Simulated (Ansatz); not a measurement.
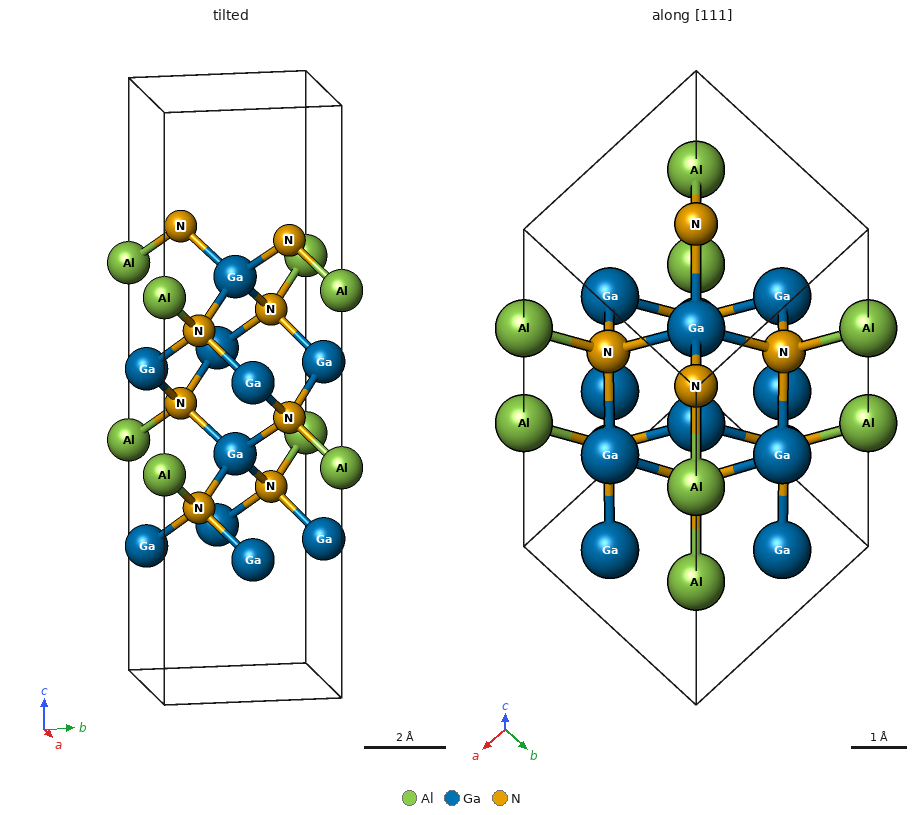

Shown here is a ball-and-stick view of the crystal, taken slightly off an axis and along [111]. The outline marks the simulation cell. Cell: a = 4.468 Å, b = 4.468 Å, c = 14.935 Å, α = 90.00°, β = 90.00°, γ = 90.00°.

- Composition: AlGa3N4.
- The cell has 16 atoms, namely 2 Al, 6 Ga, 8 N.
- About every Al there are four N in a tetrahedral arrangement at about 1.9 Å.
- With all contacts inside bonding distance counted, the coordination numbers are Ga 2 to 4 (mean 3.3) and N 2 to 4 (mean 3.5).
- The bonds build AlGa3N4 layers parallel to (001).

Source of the structure: a structure listed in the Materials Project. The cell was then strained or its atoms displaced on purpose. It went into a calculation with Ansatz.

At this level of theory the run's own cell isn't at rest (forces up to 2.2 eV/Å), so its distances can differ from those at equilibrium, the more so the softer the solid.
